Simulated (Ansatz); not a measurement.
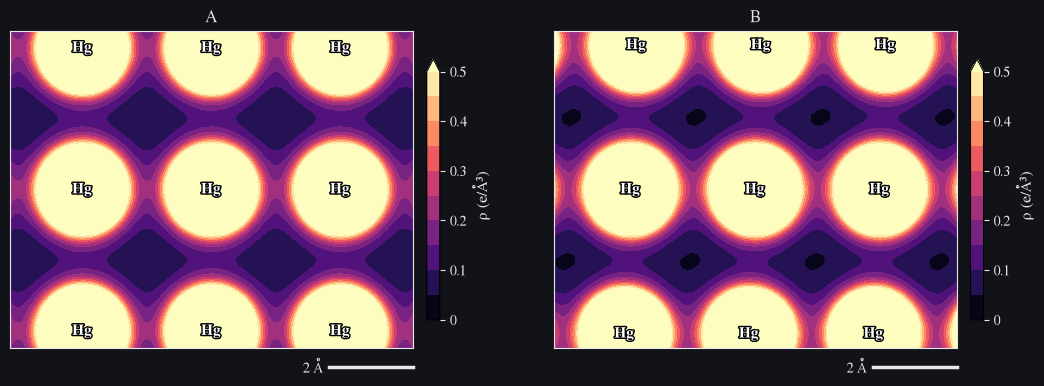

Hg. The valence pseudo-density of two cells that differ in size and shape, on the (110) plane of each (indices in the axes of the calculation cell), at one length scale and on one colour scale; one has 21.7 and the other 22.9 Å³ an atom.

All numbers below come from Ansatz 0.2.0, DFT PBE, scalar-relativistic, plane waves, PAW.

In a PAW calculation such maps are meaningful between the atoms, not at the nuclei.

Question: Which is the denser cell? Describe the effect of the change.

Answer: Panel A is the smaller cell, by 5 % in volume. From the larger cell to the smaller, Hg–Hg goes from 2.97 to 3.07 Å, and the density at its midpoint from 0.24 to 0.21 e/Å³; the pressure goes from 7 to 10 GPa.
